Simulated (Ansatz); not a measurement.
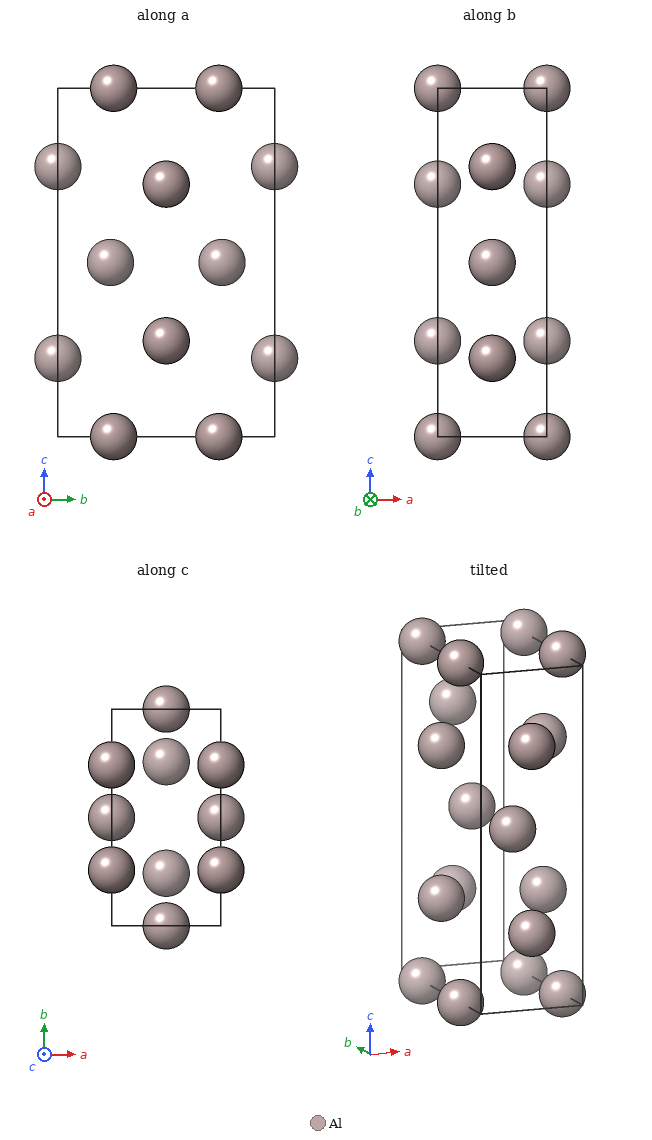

A spheres-only rendering, viewed along the a axis, along the b axis, along the c axis and slightly off an axis. The wireframe shows the conventional unit cell.

Lattice parameters: a = 2.804 Å, b = 5.558 Å, c = 8.932 Å, α = 90.00°, β = 90.00°, γ = 90.00°.

Q: From the views, write a table of Wyckoff sites, with free fractional coordinates to two decimals.

A: Space group Immm (No. 71).
| atom | site | x | y | z |
| --- | --- | --- | --- | --- |
| Al | 4g | 0.00 | 0.74 | 0.00 |
| Al | 4j | 0.00 | 0.50 | 0.72 |

The structure was taken from a structure type filled with this element by a generator (whether the element takes this form wasn't checked). Earlier steps of the study may have refined or changed the cell and positions. Ansatz was used for an electronic-structure calculation on it.
